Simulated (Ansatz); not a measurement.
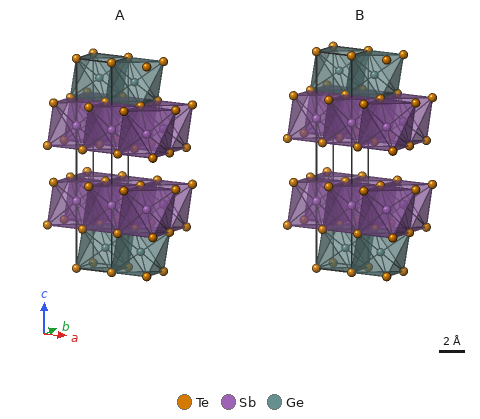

Two geometries of a crystal of Ge2Sb2Te5 (set up in P-3m1), drawn at one scale. One is the start of a relaxation, the other its converged end. A polyhedral model of the cell of the calculation, repeated 2 × 1 × 1 with one cell outlined, seen slightly off an axis.

Theory: Kohn-Sham DFT of a periodic cell, PBE, Ansatz PAW (Ansatz). Settings: plane-wave cutoff 420 eV; k-point mesh 7 × 7 × 2; occupations fermi-dirac; smearing width 0.05 eV; no spin polarisation; cell and atoms relaxed; force threshold 0.01 eV/Å; at most 40 steps.

**Which geometry has the lower energy?**

Structure B is the relaxed one. The run lets cell and atoms move. The largest moves relative to the cell, 0.25 Å, are those of Te atoms. Largest moves by element: Te 0.25 Å, Sb 0.19 Å, Ge 0.08 Å. The drawn cell changes as follows: a = b 4.294 → 4.292 Å (0.0 %), c 17.101 → 17.665 Å (+3.3 %); the volume changes by +3.2 %. Among the contacts that change: Ge–Te 3.040 → 3.025 Å, Sb–Te 3.202 → 3.209 Å. The space group stays P-3m1 (No. 164). After 5 accepted moves (6 points after the start) the energy has fallen by 4.2 meV per atom. The largest force component goes from 0.091 to 0.0023 eV/Å. Pressure: 0.32 GPa at the start and 0.01 GPa at the end. At 1 point the geometry stayed and the basis and grid were re-selected for the new cell (energy shift of 0.2 meV per atom at most each time). Cost: 45 s on 4 threads of Arm Neoverse V1, on a shared host, peak memory 1 GiB.

Limits of the set-up: layers or molecules are held without a dispersion correction, so their spacing is unreliable.
